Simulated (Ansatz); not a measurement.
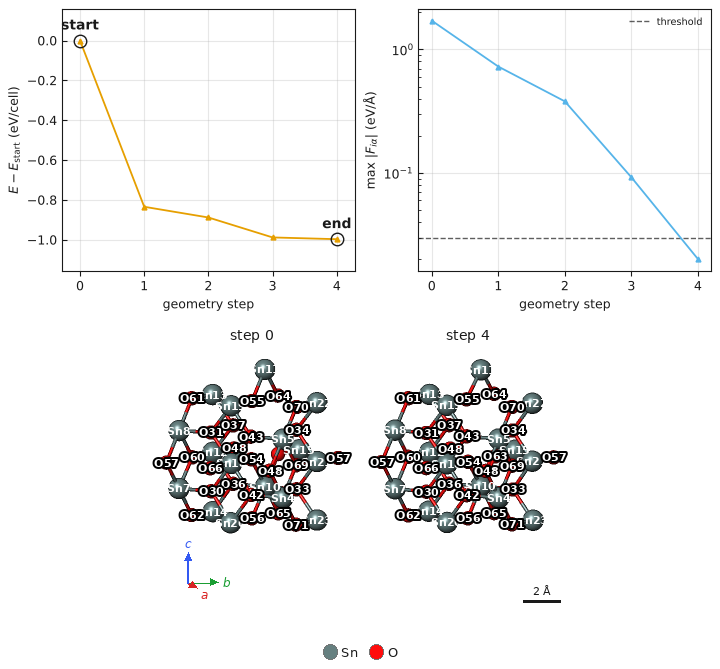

First and last geometry of a relaxation of a defect cell of composition Sn₂₃O₄₈, with the history of the run. Style: ball-and-stick. Shown: the atoms within 5.0 Å of the atom that moves most (axes of the cell of the calculation), slightly off an axis.

Method: Ansatz, DFT, PBEsol, PAW, plane waves. (plane-wave cutoff 420 eV; k-point mesh 1 × 1 × 1; mesh shifted by (0.25, 0.25, 0.25); no spin polarisation; atoms relaxed in a fixed cell; force threshold 0.03 eV/Å; at most 80 steps)

Read the history and describe the run.

It converged. The largest moves, 0.15 Å, are those of O54 and O63. O54 goes along [2 0 −3]. By element the largest moves are O 0.15 Å, Sn 0.06 Å. The cell doesn't change. Among the contacts that change: Sn19–O55 2.098 → 2.004 Å, Sn10–O63 2.098 → 2.007 Å, Sn10–O54 2.091 → 2.007 Å, Sn15–O63 2.087 → 2.003 Å. Among the angles between lasting bonds that change: O54–Sn10–O63 77.5° → 85.8°, Sn10–O54–Sn18 128.4° → 135.8°, Sn10–O63–Sn15 129.1° → 136.1°. The energy falls by 0.997 eV per cell of the calculation in 4 geometry steps. Largest force component: 1.7 eV/Å at the start, 0.02 eV/Å at the end. The run took 7.9 s on 1 × NVIDIA GB300 Max-Q with 8 threads of Arm Neoverse-V2, peak memory 1.9 GiB.
